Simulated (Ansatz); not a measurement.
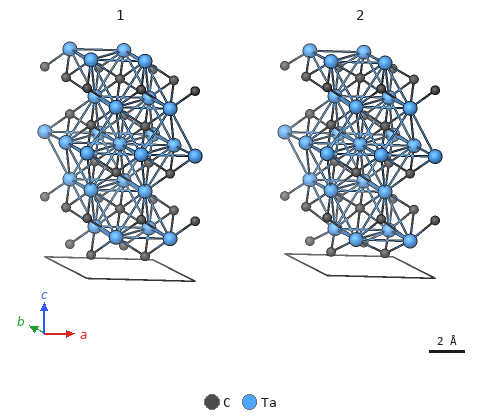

Two geometries of a slab of composition TaC (cut from the Fm-3m phase), drawn at one scale. One is the start of a relaxation, the other its converged end. A ball-and-stick model of the 2 × 2 repeat of the cell, outlined in the plane, without the vacuum, seen slightly off an axis.

These are results of DFT PBE, scalar-relativistic, plane waves, PAW in Ansatz, not measurements. Set-up: plane-wave cutoff 420 eV; k-point mesh 12 × 12 × 1; occupations gaussian; smearing width 0.1 eV; no spin polarisation; dipole correction; atoms relaxed in a fixed cell; force threshold 0.02 eV/Å; at most 60 steps.

**Which geometry has the lower energy?**

Structure 2 is the relaxed one. Case: (1 1 1) slab, atoms relaxed. The slab is the (1 1 1) face of TaC. After 5 accepted moves (6 points after the start) the energy has fallen by 0.702 eV per cell of the calculation. The largest force component goes from 3.7 to 0.0092 eV/Å. 1 step only repeated the SCF at the same geometry. A C atom moves most relative to the layer's centre: 0.18 Å along the normal (+c). Largest moves by element: C 0.18 Å, Ta 0.13 Å. The cell stays as it was. Among the contacts that change: C–Ta 2.238 → 2.073 Å, C–Ta 2.238 → 2.344 Å, Ta–Ta 3.164 → 3.061 Å, C–Ta 2.238 → 2.152 Å. Bond angles that change, for instance: Ta–C–Ta 90.0° → 99.5°, Ta–C–Ta 180.0° → 174.9°, Ta–C–Ta 90.0° → 84.9°.
